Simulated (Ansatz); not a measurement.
**Geometry relaxation, with input and output: B31HN32 (part 4 of 4)**

Continued. System: B31HN32 (defect cell, 64 atoms in the cell). Method: DFT PBE+D3(BJ), scalar-relativistic, plane waves, PAW, spin-polarised (Ansatz 0.2.0); cutoff 420 eV, 2×2×2 k-mesh, Gaussian smearing of 0.01 eV, collinear spins. The structure derives from an entry of the Crystallography Open Database.

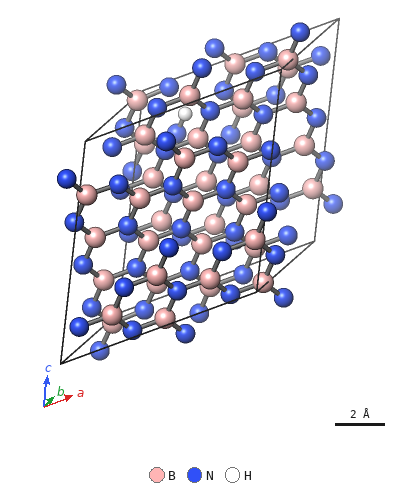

The geometry at step 9 of the log (ball-and-stick view of the cell of the calculation, seen slightly off an axis; bonded neighbours outside the cell are drawn too).

**What the program printed, continued**
```
  k-point 7 ↓: bands = ["-12.8743", "-12.8069", "-12.6695", "-12.5590", "-12.0165", "-11.9940", "-11.9565", "-11.9163", "-11.8326", "-11.8136", "-11.7337", "-11.3427", "-10.7439", "-10.7420", "-10.6061", "-10.5874", "-10.1540", "-10.1445", "-10.1309", "-10.1149", "-10.1115", "-10.0818", "-10.0594", "-10.0577", "-10.0422", "-10.0332", "-10.0212", "-10.0122", "-9.9970", "-9.8863", "-8.9962", "-8.9612", "-3.8151", "-3.8109", "-3.7932", "-3.7928", "-3.7580", "-3.7513", "-3.6077", "-3.4592",
      "-3.0936", "-3.0860", "-3.0417", "-3.0398", "-3.0057", "-3.0036", "-3.0019", "-3.0009", "-2.9332", "-2.8223", "-2.6963", "-2.1959", "-1.3203", "-1.2833", "-1.2795", "-1.2785", "-1.2700", "-1.2011", "-1.0395", "-0.9828", "-0.9571", "-0.8316", "-0.5274", "-0.5165", "-0.5143", "-0.5118", "-0.4748", "-0.4507", "-0.4162", "-0.3432", "-0.2870", "-0.2774", "-0.2760", "-0.2696", "-0.2200", "-0.0940", "0.2468", "0.2590", "0.3217", "0.3643",
      "0.3931", "0.5258", "0.6526", "0.7320", "0.7782", "0.7887", "0.7935", "1.4101", "1.6141", "1.6245", "1.6306", "1.6365", "1.6403", "1.6429", "1.6704", "1.6857", "1.6981", "1.8882", "1.8976", "2.0173", "2.0680", "2.0743", "2.0830", "2.2291", "2.2832", "2.6970", "2.7127", "2.7295", "3.0072", "3.0136", "3.0292", "3.0513", "3.1173", "3.1330", "3.1748", "3.2745", "3.3460", "3.5576", "3.9368", "3.9412",
      "3.9574", "3.9718", "3.9883", "4.2100", "4.3969", "4.6159", "4.7785", "5.8789", "9.4572", "9.5000", "9.5404", "9.6893", "10.1436", "10.1554", "10.1927", "10.2341", "10.2441", "10.2699", "10.3626", "10.4980", "10.5298", "10.5597", "10.6014", "10.7087", "10.7659", "11.0808", "11.2020", "11.2296", "11.4299", "12.1251", "12.1544", "12.1623", "12.3309", "12.8450", "13.2844", "13.3458", "13.4224", "13.5923", "13.8848", "13.9725",
      "14.1431", "14.1800", "14.2119", "14.2300", "14.3244", "14.6689", "14.9108", "15.0874", "15.1289", "15.1530", "15.1772", "15.2115", "15.2401", "15.3691", "15.3858", "15.5047", "15.7059", "15.7291", "15.7912", "15.7986", "15.8412", "15.8705", "15.8980", "15.9300", "15.9483", "15.9488", "16.0688", "16.1398", "16.1928", "16.2206", "16.4858", "16.4905"]
--- Relaxed structure (9 steps of the walk, 7 accepted, 0 SCFs on fresh bases) ---
  F+E_penalty+E_count = -17218.34982463 eV   max|allowed force component| = 4.387e-3 eV/Å
  atoms:
    - { symbol: B, position: [0.2886725112021991, 0.1277026894342911, 0.6223983454494995] }
    - { symbol: B, position: [0.5384916404488176, -0.001353985626666443, 0.7512529614236088] }
    - { symbol: B, position: [0.2908776087715995, 0.37555496040761377, 0.37450482248140854] }
    - { symbol: B, position: [0.791716305640715, 0.8751766698914276, 0.8747796279881752] }
    - { symbol: B, position: [0.5396308366546156, 0.2491587458411527, 0.5008934208754937] }
    - { symbol: B, position: [0.7890461299436522, 0.12585186505874782, 0.6241587091636556] }
    - { symbol: B, position: [0.038719171428072796, 0.003737178120510276, 0.7463230108950407] }
    - { symbol: B, position: [0.2928772647325632, 0.624323328865244, 0.12558160101238303] }
    - { symbol: B, position: [0.5419363319736066, 0.49869595894313923, 0.2513483458567626] }
    - { symbol: B, position: [0.7906289636247624, 0.3750788810594783, 0.37496255603383943] }
    - { symbol: B, position: [0.039821800877180236, 0.25145671780233536, 0.498610797917741] }
    - { symbol: B, position: [0.5425058180939573, 0.7480797405994406, 0.0017936526898270633] }
    - { symbol: B, position: [0.7928283870126895, 0.6243852392144378, 0.12560816887907894] }
    - { symbol: B, position: [0.041719022719572285, 0.5005977179399401, 0.2494007184233303] }
    - { symbol: B, position: [0.04407547151890717, 0.7515951065032632, -0.0017016773259928009] }
    - { symbol: B, position: [0.45819378229637353, 0.7507742995169875, 0.501717538114135] }
    - { symbol: B, position: [0.45930640833830905, -0.00037663012776992244, 0.2505078196991507] }
    - { symbol: B, position: [0.7092178734309909, 0.8748006360885993, 0.37556464588327476] }
    - { symbol: B, position: [0.4593065805757087, 0.2496831411112398, 0.00039559843696514163] }
    - { symbol: B, position: [0.959264367746336, 0.749722627878909, 0.5004378540110971] }
    - { symbol: B, position: [0.7098816228682971, 0.1241444035683365, 0.12496879849198714] }
    - { symbol: B, position: [0.9606803778105675, -0.0015567437369310017, 0.24907483140110193] }
    - { symbol: B, position: [0.20941883879154521, 0.8745300588531939, 0.3753709688591405] }
    - { symbol: B, position: [0.45808585320588724, 0.5010418172610771, 0.7516688313278992] }
    - { symbol: B, position: [0.7091987305679097, 0.3747502199094543, 0.8755883315884825] }
    - { symbol: B, position: [0.9605726559378409, 0.24839620180808802, -0.0006671643766578833] }
    - { symbol: B, position: [0.21038176560642147, 0.12350233886097405, 0.12430280446790369] }
    - { symbol: B, position: [0.7080719582502221, 0.6258083144396309, 0.6266096179284535] }
    - { symbol: B, position: [0.9593130150259569, 0.4996157273326237, 0.7504986758894879] }
    - { symbol: B, position: [0.20946758630806195, 0.3745528209649197, 0.8753131510838589] }
    - { symbol: B, position: [0.2088656252204878, 0.6251603384538233, 0.6259855827951921] }
    - { symbol: N, position: [0.5418194346928629, 0.6255110441005479, 0.6262689556030222] }
    - { symbol: N, position: [0.5423693117204909, 0.8749962253206189, 0.3757680642142078] }
    - { symbol: N, position: [0.7923601311682062, 0.7499814221795327, 0.5007398878882148] }
    - { symbol: N, position: [0.5428118425157923, 0.12448147775602442, 0.12527220340304818] }
    - { symbol: N, position: [0.04243216963077601, 0.6248615795979803, 0.6256518022618233] }
    - { symbol: N, position: [0.7932196034635137, -0.0008777003270239031, 0.249865513062478] }
    - { symbol: N, position: [0.04306306587067399, 0.87426634494055, 0.3750782952790551] }
    - { symbol: N, position: [0.2921216553026684, 0.7501572495778128, 0.5010068261900997] }
    - { symbol: N, position: [0.5422874830827724, 0.37504122812600976, 0.8758538000867389] }
    - { symbol: N, position: [0.7931519589879329, 0.24912626014634293, -2.4073854183057075e-5] }
    - { symbol: N, position: [0.04350096429593241, 0.12382980196503961, 0.12458819484674873] }
    - { symbol: N, position: [0.292941312117179, -0.000648317344734417, 0.25020919298967875] }
    - { symbol: N, position: [0.7923861119421135, 0.4999063468244198, 0.7507646364605665] }
    - { symbol: N, position: [0.043008578821558174, 0.37435718552643654, 0.8751284669661399] }
    - { symbol: N, position: [0.2929683594099043, 0.24937240546516262, 0.00013149188506053622] }
    - { symbol: N, position: [0.2920848244301937, 0.500256778718204, 0.7509998681875032] }
    - { symbol: N, position: [0.2005795290777797, 0.009757865062063609, 0.7404128792523947] }
    - { symbol: N, position: [0.20631341515433776, 0.2525686341257397, 0.49752125396435265] }
    - { symbol: N, position: [0.45623789828326683, 0.12480084100041583, 0.6252331147670014] }
    - { symbol: N, position: [0.20813397678770124, 0.4993380470748344, 0.25066261253700295] }
    - { symbol: N, position: [0.7071547258841147, 5.2765420404055074e-5, 0.7499097947289264] }
    - { symbol: N, position: [0.45753462775400044, 0.37448385424230857, 0.37559229215427414] }
    - { symbol: N, position: [0.70618506641718, 0.2504782076203605, 0.49954961024120154] }
    - { symbol: N, position: [0.9545076282253617, 0.1277036450282043, 0.6223411276255104] }
    - { symbol: N, position: [0.20746079452457006, 0.7428344479593918, 0.006868634215461633] }
    - { symbol: N, position: [0.4597242183648912, 0.6226745205798603, 0.12729335671288372] }
    - { symbol: N, position: [0.7084822213256609, 0.49972800629126973, 0.25031261638721386] }
    - { symbol: N, position: [0.9570809574902364, 0.3762267246699559, 0.3738124791096349] }
    - { symbol: N, position: [0.46617096478599274, 0.8711259340080723, 0.8785017562168994] }
    - { symbol: N, position: [0.7102378294166352, 0.7488931390837991, 0.0010611816078772707] }
    - { symbol: N, position: [0.9589251808370399, 0.6253416863640227, 0.12461887724098147] }
    - { symbol: N, position: [0.9579303993138522, 0.8762321144390338, 0.8737378416942884] }
    - { symbol: H, position: [0.2593670758809862, 0.9210377681198296, 0.82901557810857] }
--- Löwdin populations: 64 sites ---
  site symbol       q [e]    m [muB]
     0      B      2.6154    -0.0025
     1      B      2.6376    -0.0219
     2      B      2.6094    -0.0035
     3      B      2.6110    -0.0142
     4      B      2.6090    -0.0070
     5      B      2.6093    -0.0032
     6      B      2.6166    -0.0051
     7      B      2.6315    -0.0291
     8      B      2.6104    -0.0092
     9      B      2.6046    -0.0057
    10      B      2.6034    -0.0035
    11      B      2.6345    -0.0341
    12      B      2.6091    -0.0048
    13      B      2.6057    -0.0064
    14      B      2.6390    -0.0265
    15      B      2.5978    -0.0018
    16      B      2.6044    -0.0013
    17      B      2.6031    -0.0013
    18      B      2.6041    -0.0013
    19      B      2.6041    -0.0013
    20      B      2.6046    -0.0011
    21      B      2.5975    -0.0017
    22      B      2.6031    -0.0016
    23      B      2.5974    -0.0017
    24      B      2.6031    -0.0016
    25      B      2.5978    -0.0018
    26      B      2.5978    -0.0019
    27      B      2.5977    -0.0019
    28      B      2.6044    -0.0013
    29      B      2.6031    -0.0013
    30      B      2.6046    -0.0011
    31      N      5.3302     0.0161
    32      N      5.3353     0.0079
    33      N      5.3354     0.0079
    34      N      5.3362     0.0077
    35      N      5.3362     0.0077
    36      N      5.3362     0.0059
    37      N      5.3350     0.0083
    38      N      5.3352     0.0085
    39      N      5.3350     0.0084
    40      N      5.3352     0.0084
    41      N      5.3303     0.0162
    42      N      5.3343     0.0106
    43      N      5.3342     0.0107
    44      N      5.3353     0.0079
    45      N      5.3354     0.0079
    46      N      5.3361     0.0059
    47      N      5.4216     0.0400
    48      N      5.3301     0.0266
    49      N      5.3340     0.0392
    50      N      5.3261     0.0541
    51      N      5.3213     0.0773
    52      N      5.3293     0.0354
    53      N      5.3257     0.0399
    54      N      5.3335     0.0178
    55      N      5.2880     0.6522
    56      N      5.3172     0.0865
    57      N      5.3297     0.0297
    58      N      5.3240     0.0391
    59      N      5.2869     0.6627
    60      N      5.3134     0.0940
    61      N      5.3228     0.0643
    62      N      5.3141     0.0921
    63      H      0.6882    -0.0061
  spilling = 0.007352 (of n_electrons = 254.000000)
```

**Summary**

| quantity | value |
| --- | --- |
| outcome | converged |
| electrons treated | 254 |
| free energy | −17218.3498 eV |
| Fermi energy | 4.780 eV |
| gap on the k-point mesh | none (metallic) |
| net moment of the cell | 2.00 μB |
| integrated absolute moment | 2.21 μB |
| final volume | 575.75 Å³ |
| largest force (length of the vector) at the end | 0.005 eV/Å |
| hardware | 4 threads of Oxide Virtual Turin-like (Zen 5), 32 GiB of memory available, shared host |
| wall time | 8.9 min (CPU time 33 min) |
| peak memory | 3.2 GiB |
